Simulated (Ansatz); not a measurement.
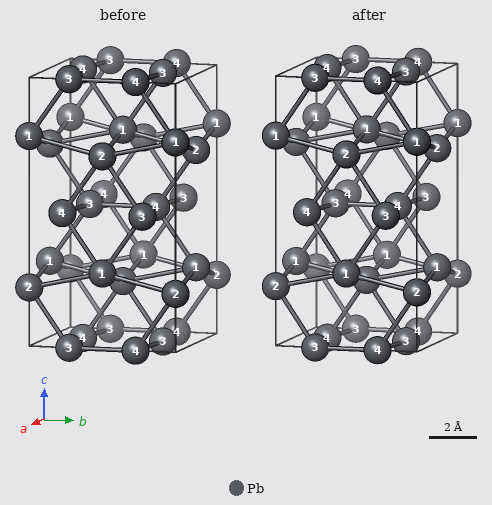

Left: a symmetric starting cell of Pb (made from another compound by putting Pb in place of Ge). Right: the same structure after one change, at the same scale. Style: ball-and-stick. Shown: the conventional cell (4 times the calculation's cell), slightly off an axis. Lengths and directions refer to the drawn axes.

Level of theory: DFT PBE, scalar-relativistic, plane waves, PAW (Ansatz 0.2.0). Set-up: plane-wave cutoff 420 eV; k-point mesh 10 × 10 × 10; occupations gaussian; smearing width 0.1 eV; no spin polarisation.

Q: Which change leads from the left to the right?

A: The cell is strained by +0.4 % along c, −1.5 % along a, −3.6 % along b (volume −4.6 %) and atoms are displaced by up to 0.04 Å (root mean square over those that move 0.03 Å) relative to the cell: Pb3 0.04 Å along +b. No relaxation follows. The starting cell wasn't computed here and needn't be at equilibrium, so pressure and forces aren't due to the change alone.

Q: What does the change do?

A: The pressure is 14.7 GPa (not all of it need come from the change, since the unchanged cell can be under pressure at this level too). The principal stresses (compression positive) are 18.0 GPa along b, 16.1 GPa along a, 9.9 GPa along c. The largest forces, 1.1 eV/Å, act on Pb3 and Pb4; on Pb3 it points along −b. The forces point partly back along the displacements (cosine −0.65). Among the bonded contacts that change: Pb–Pb 2.954 → 2.778 Å, Pb–Pb 3.343 → 3.217 Å, Pb–Pb 3.062 → 3.005 Å, Pb–Pb 2.988 → 2.950 Å. The space group stays Fmmm (No. 69).
